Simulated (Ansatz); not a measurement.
## Energy of Al₃GaN₄ along a shift of atoms along one path

System: Al₃GaN₄ (Cm, 8 atoms in the cell).
Method: DFT PBEsol, scalar-relativistic, plane waves, PAW, no spin polarisation (Ansatz 0.2.0).

The 8 runs differ only in the geometry, by a shift of atoms along one path in a fixed cell. The shift s is measured from run 5: Al1 moves along the Cartesian direction (0.57, 0.57, 0.60). The structure derives from a Materials Project entry.

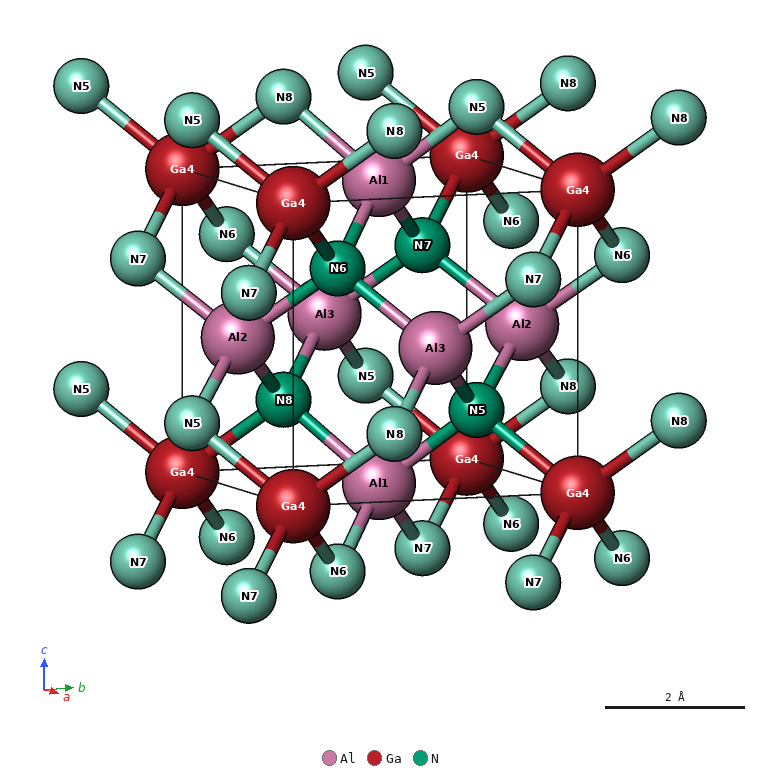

Figure 1. The structure of run 5 (ball-and-stick view of the cell of the calculation, seen slightly off an axis; neighbours outside the cell are drawn fainter; atoms are numbered from 1 in the order of the input). An atom can appear more than once, as a periodic image.

**Input of run 5**
```yaml
crystal:
  lattice:
    - [4.40143853, 0.0, 0.0]
    - [0.0, 4.40143853, 0.0]
    - [0.0, 0.0, 4.40143853]
  atoms:
    - { symbol: Al, position: [0.4974183258, 0.4974183258, -0.0027051008] }
    - { symbol: Al, position: [0.5, 0.0, 0.5] }
    - { symbol: Al, position: [0.0, 0.5, 0.5] }
    - { symbol: Ga, position: [0.0, 0.0, 0.0] }
    - { symbol: "N", position: [0.74416343, 0.74416343, 0.25583657] }
    - { symbol: "N", position: [0.74416343, 0.25583657, 0.74416343] }
    - { symbol: "N", position: [0.25583657, 0.74416343, 0.74416343] }
    - { symbol: "N", position: [0.25583657, 0.25583657, 0.25583657] }
basis:
  ecutwfc: 420
kpoints:
  mp_grid: { grid: [6, 6, 6] }
hamiltonian:
  xc: pbesol
scf:
  occupations: { method: gaussian, width: 0.05 }
output:
  forces: true
  stress: true
  eigenvalues: true
```

Command:
```bash
ansatz run input.yaml --threads 2 --pin off --max-ram 5120MiB --backend cpu --events-out ev --progress --plain --runs-dir out
```

Run 4 differs from it as follows:
```diff
-    - { symbol: Al, position: [0.4974183258, 0.4974183258, -0.0027051008] }
+    - { symbol: Al, position: [0.4948366515, 0.4948366515, -0.0054102015] }
```

**Results, with one run withheld**

| run | shift s of Al1 (Å) | free energy per atom, from the lowest run given (meV) | pressure (GPa) | gap on the mesh (eV) | force along the path (eV/Å) |
| --- | --- | --- | --- | --- | --- |
| 1 | −0.0800 | 11.17 | 1.08 | 2.89 | 1.778 |
| 2 | −0.0600 | 7.12 | 0.98 | 2.99 | 1.465 |
| 3 | −0.0400 | 3.87 | 0.89 | 3.08 | 1.131 |
| 4 | −0.0200 | ? | ? | ? | ? |
| 5 | 0.0000 | 0.00 | 0.79 | 3.26 | 0.401 |
| 6 | 0.0800 | 4.45 | 0.91 | 3.22 | −1.366 |
| 7 | 0.1000 | 8.51 | 1.02 | 3.18 | −1.883 |
| 8 | 0.1200 | 13.90 | 1.17 | 3.14 | −2.436 |

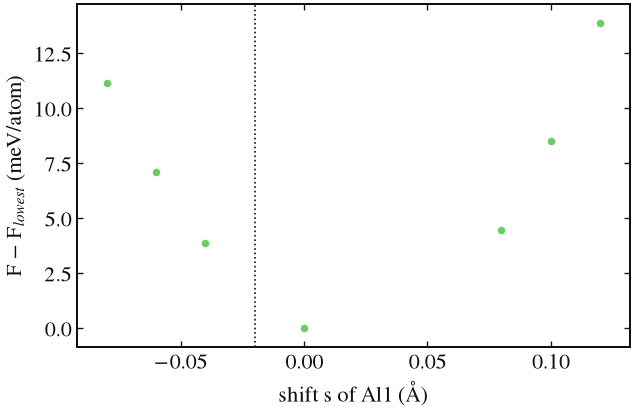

Figure 2. Free energy per atom of the runs given; the dotted line marks run 4.

What should run 4 give?

A cubic polynomial in the coordinate, fitted to the 7 runs given, misses them by at most 0.02 meV per atom. With x = s − 0.0171, it reads F = −0.52199 − 7.7583 x + 1293.9 x² + 1388.3 x³ (meV per atom). At run 4 it gives 1.48 meV per atom, and the run itself gives 1.48. The slope of the fit gives a force −dF/ds of 0.784 eV/Å along the path (summed over the atoms that move), and the printed forces give 0.777 eV/Å. The fit has its minimum at s = 0.0201 Å. The gap on the mesh lies between 2.89 eV (run 1) and 3.26 eV (run 5); run 4 has 3.17 eV. These are gaps of this functional on this mesh, which can miss the band edges; they aren't the measured gap.

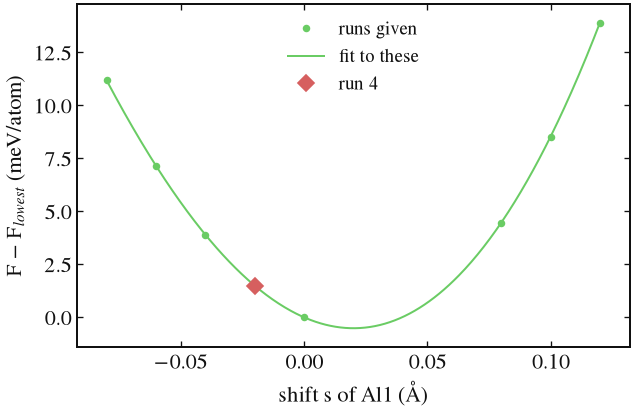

Figure 3. The fit and the withheld run.

**Output, shortened to warnings, some set-up lines, iterations and results (run 4)**
```
Basis set: ecut = 420 eV, 1743 PW (Γ), exchange–correlation on 60×60×60 points (8 copies of the dense FFT grid, shifted against one another)
Symmetry: 2 space group operations
k-points: 68 of 216 (time reversal used)
Initial density: superposition of atomic densities (neutral atoms: chi_scale 0, normalization atom), corrected by the library's trained network
[...]
SCF iter   1: F=—  HF=-6840.583849 eV  |F-HF|=—  |Δ(HF+E_count)|=         —  Δρ=1.07e-2  dr2=1.00e-1  ethr=1.77e-3  ⟨swp⟩=7.1  Hψ=9854  notcnv=0
SCF iter   2: F=—  HF=-6840.555247 eV  |F-HF|=—  |Δ(HF+E_count)|=   2.86e-2  Δρ=1.65e-3  dr2=1.97e-3  ethr=2.38e-4  ⟨swp⟩=2.2  Hψ=3546  notcnv=0  defer=247
SCF iter   3: F=—  HF=-6840.554996 eV  |F-HF|=—  |Δ(HF+E_count)|=   2.51e-4  Δρ=8.46e-4  dr2=4.85e-4  ethr=4.68e-6  ⟨swp⟩=1.6  Hψ=2267  notcnv=0  defer=181
SCF iter   4: F=—  HF=-6840.554955 eV  |F-HF|=—  |Δ(HF+E_count)|=   4.06e-5  Δρ=1.47e-4  dr2=1.74e-5  ethr=1.15e-6  ⟨swp⟩=2.8  Hψ=3349  notcnv=0  defer=181
SCF iter   5: F=—  HF=-6840.554821 eV  |F-HF|=—  |Δ(HF+E_count)|=   1.34e-4  Δρ=8.27e-5  dr2=3.49e-6  ethr=4.13e-8  ⟨swp⟩=2.0  Hψ=3137  notcnv=0  defer=181
SCF iter   6: F=—  HF=-6840.554822 eV  |F-HF|=—  |Δ(HF+E_count)|=   1.29e-6  Δρ=1.26e-5  dr2=1.12e-7  ethr=8.32e-9  ⟨swp⟩=3.0  Hψ=3456  notcnv=0  defer=181
SCF iter   7: F=-6840.554822 eV  HF=-6840.554822 eV  |F-HF|=4.90e-9  |Δ(HF+E_count)|=   1.75e-8  Δρ=3.00e-6  dr2=7.45e-9  ethr=2.38e-10  ⟨swp⟩=8.9  Hψ=7449  notcnv=0
SCF 1 converged in 7 iterations: F = -6840.554822 eV  dr2 = 7.45e-9
SCF converged after 7 iterations
Free energy (F): -6840.554822 eV
Harris-Foulkes:  -6840.554822 eV  (|F-HF|=4.90e-9)
Internal energy: -6840.554822 eV  (E = F + TS)
E sigma→0 (E₀):  -6840.554822 eV
Fermi energy:    9.163793 eV
--- Per-component energies (eV) ---
  E_band       = 22.901663
  E_kinetic    = 723.012595
  E_local      = -3060.831489  (includes V_loc(G=0)·N_el)
  E_nonlocal   = 642.691719
  E_hartree    = 1340.631959
  E_xc         = -429.740862
  E_vxc        = -456.217511  (∫ρ·V_xc dr)
  E_paw        = -3809.258441  (= ΣΔE_a)
  E_vpaw       = -507.017358  (= ΣTr[D̂ρ^β])
  E_aug_tail   = 0.000322  (compensation charges beyond the density's cutoff)
  E_ewald      = -2248.093415
  E_core_change = 1.032790  (= ΣΔE_core)
  E_smearing   = -0.000000  (= −TS)
  E_closure    = 0.000000  (closes the sum)
  Σ components = -6840.554822   (vs F -6840.554822, Δ=0.00e0)
--- Forces (eV/Å), atoms counted from 1 ---
  atom   1  Al     0.43168999     0.43168999     0.48146490
  atom   2  Al     0.07122417    -0.10447180    -0.10923728
  atom   3  Al    -0.10447180     0.07122417    -0.10923728
  atom   4  Ga    -0.10638135    -0.10638135     0.08114094
  atom   5  N     -0.10499368    -0.10499368    -0.23835730
  atom   6  N      0.08888468    -0.14747047    -0.03624215
  atom   7  N     -0.14747047     0.08888468    -0.03624215
  atom   8  N     -0.12847182    -0.12847182    -0.03329383
  max |Σ_I F_I| component: 9.72e-6 eV/Å
--- Stress (GPa, compression-positive) ---
        0.827313      -0.405053      -0.326843
       -0.405053       0.827313      -0.326843
       -0.326845      -0.326845       0.830204
  P = ⅓ Tr σ = 0.8283 GPa (8.283 kbar)
```
